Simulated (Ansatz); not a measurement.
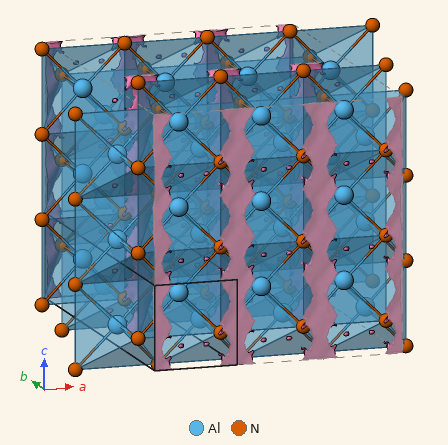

Bond-valence mismatch map for Li+ in AlN (Cmcm, No. 63): the pink surface encloses the points where |V − 1| < 0.4 v.u. (3×1×3 cells, view slightly off an axis). Pale faces close the region where the drawn box cuts it.

At each point the valence sum V of a Li+ ion is computed from the anions within 5 Å (s = exp((R0 − d)/b), R0 fitted to published crystal structures with b = 0.37 Å; R0: Li+–N 1.616 Å). Points too close to the other cations are excluded (2.0 Å from Al). Li+ is a guest here, not part of the formula. This is an empirical screen for pathways, not an energy calculation.

The cell is taken from the geometry relaxed with DFT, PBEsol, plane waves, PAW (Ansatz 0.2.0).

```xyz
8
Lattice="2.7462 0.0000 0.0000 0.0000 11.0469 0.0000 0.0000 0.0000 2.7581" Properties=species:S:1:pos:R:3 pbc="T T T"
Al    0.0000    7.2776    2.0686
Al    1.3731    9.2928    0.6895
N     1.3731    7.2039    0.6895
N     0.0000    9.3665    2.0686
Al    1.3731    1.7541    2.0686
Al    0.0000    3.7694    0.6895
N     0.0000    1.6805    0.6895
N     1.3731    3.8430    2.0686
```

> What pathways for Li+ does the map suggest at this level?

The regions form one-dimensional channels along [001].

> At which mismatch do paths open?

From a mismatch of about 0.25 v.u. the regions form one-dimensional channels along [001]. No second or third dimension opens below 0.7 v.u. These are grid estimates, good to about 0.1 v.u.
